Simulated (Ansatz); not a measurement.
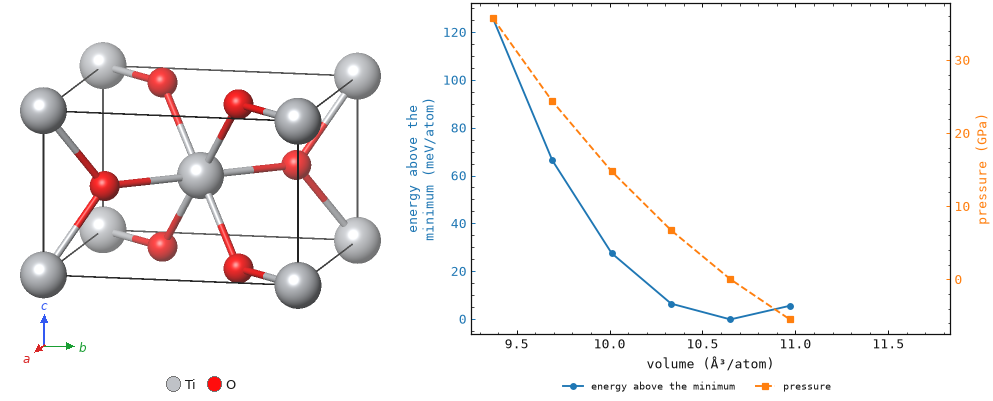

Plotted: energy above the minimum and pressure against volume for TiO₂, space group P4_2/mnm (No. 136). The conventional cell is drawn beside the plot.

Cell as given: a = 4.643 Å, b = 4.643 Å, c = 2.964 Å, α = 90.00°, β = 90.00°, γ = 90.00°; 6 atoms.

Computed with Ansatz 0.2.0: third-order Birch-Murnaghan fit to density functional energies at scaled volumes of the given relaxed cell, shape and atoms relaxed at each volume; energies count from the fitted minimum; plane waves with PAW datasets, Γ-centred k mesh. Level: PBE, no spin polarisation.

wave cutoff 420 eV; k mesh 6×6×10; occupations Gaussian; smearing width 0.02 eV.

The points at volume 11.289 Å³/atom and 11.715 Å³/atom are left out of the plot. What values does the calculation give there?

```csv
volume (Å³/atom),energy above the minimum (meV/atom),pressure (GPa)
11.289,21.0,-9.90
11.715,53.4,-14.28
```
